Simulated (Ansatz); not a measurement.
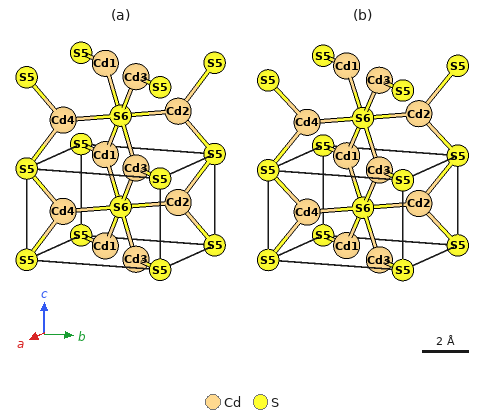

The structure of crystalline Cd2S (built on the rutile_136 type) before (left) and after (right) a relaxation, at one scale.

Style: ball-and-stick. Shown: the cell of the calculation, repeated 1 × 1 × 2 with one cell outlined, slightly off an axis.

Case: anti-rutile type (P4_2/mnm, No. 136).

Level of theory: Ansatz, DFT r2SCAN, scalar-relativistic, plane waves, PAW. (plane-wave cutoff 500 eV; k-point mesh 6 × 6 × 10; occupations gaussian; smearing width 0.1 eV; no spin polarisation; cell and atoms relaxed; force threshold 0.01 eV/Å; at most 80 steps)

What changed between the two?

The energy falls by 74.4 meV per cell of the calculation in 3 accepted moves (4 points after the start). Largest force component: 0.28 eV/Å at the start, under 0.0001 eV/Å at the end. Pressure: 0.69 GPa at the start and 0.02 GPa at the end. At 1 point the geometry stayed and the basis and grid were re-selected for the new cell (energy shift of 0.2 meV per cell of the calculation at most each time). The largest moves relative to the cell, 0.10 Å, are those of Cd1, Cd2, Cd3 and Cd4. Cd2 goes along [1 −1 0]. S stays in place. The drawn cell changes as follows: a = b 6.326 → 6.383 Å (+0.9 %), c 4.075 → 4.009 Å (−1.6 %); the volume changes by +0.2 %. Among the contacts that change: Cd1–S5 2.738 → 2.659 Å, Cd1–S6 2.676 → 2.731 Å. Bond angles that change, for instance: S5–Cd2–S5 99.1° → 94.5°, Cd1–S6–Cd3 80.9° → 85.5°, Cd1–S6–Cd1 99.1° → 94.5°. The space group stays P4_2/mnm (No. 136). The run took 4.2 min on 1 thread of Arm Neoverse V2, on a shared host, peak memory 0.96 GiB.
